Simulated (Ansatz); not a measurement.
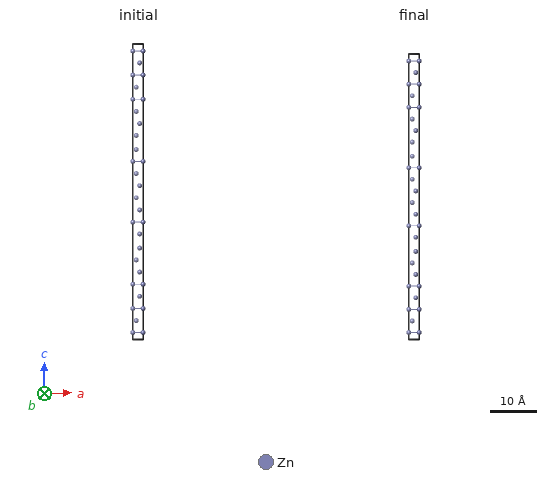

The structure of a crystal of Zn (built on the C_166 type) before (left) and after (right) a relaxation, at one scale.

The picture is a ball-and-stick view of the conventional cell (3 times the calculation's cell), seen along the b axis. Lengths and directions refer to the drawn axes.

Case: C type (R-3m, No. 166).

All numbers below come from DFT PBE, scalar-relativistic, plane waves, PAW (Ansatz 0.2.0). Set-up: plane-wave cutoff 420 eV; k-point mesh 18 × 18 × 18; occupations gaussian; smearing width 0.1 eV; no spin polarisation; cell and atoms relaxed; force threshold 0.01 eV/Å; at most 80 steps.

Q: Summarise the run.

A: Over 3 accepted moves (5 points after the start) the energy falls by 4.2 meV per atom. Largest force component: 0.039 eV/Å at the start, 0.0024 eV/Å at the end. The pressure goes from 0.19 to 0.00 GPa. The line search rejected the trial step at point 3 of the run. The SCF was repeated once at an unchanged geometry on a basis and grid sized afresh for the cell, which shifted the energy by 0.1 meV per atom at most. The largest moves relative to the cell, 0.066 Å, are those of Zn atoms. The drawn cell changes as follows: a = b 2.602 → 2.628 Å (+1.0 %), c 65.015 → 62.812 Å (−3.4 %); the volume changes by −1.4 %. Among the contacts that change: Zn–Zn 2.602 → 2.628 Å. The space group stays R-3m (No. 166). The run took roughly 28 core-minutes on a shared host.
